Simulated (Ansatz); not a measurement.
The coordinates of a crystal:

```
H
1.0
     5.32092    0.00000    0.00000
    -2.66046    4.60805    0.00000
     0.00000    0.00000    3.96171
H
2
Direct
  0.33333 0.66667 0.25000
  0.66667 0.33333 0.75000
```

Q: What crystal do these data define?

A: The element is hydrogen. Space group P6_3/mmc (No. 194), lattice primitive hexagonal. The cell holds two atoms.

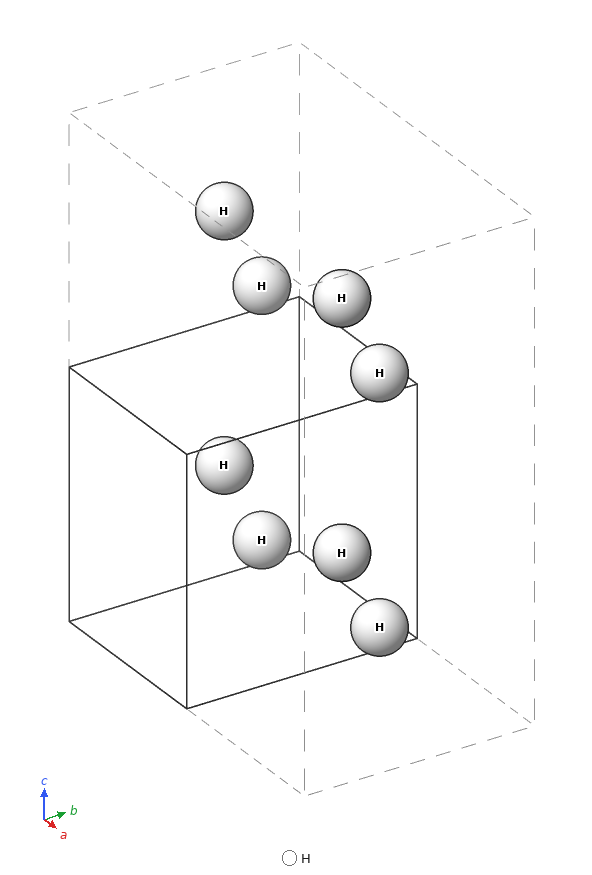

An orthographic spheres-only view of the structure, slightly off an axis. A block of 2×1×2 cells is shown, with one conventional unit cell in solid outline. Colours: hydrogen white.

The structure comes from a structure listed in the Materials Project. Earlier steps of the study may have refined or changed the cell and positions. It was set up as input for a calculation with Ansatz.
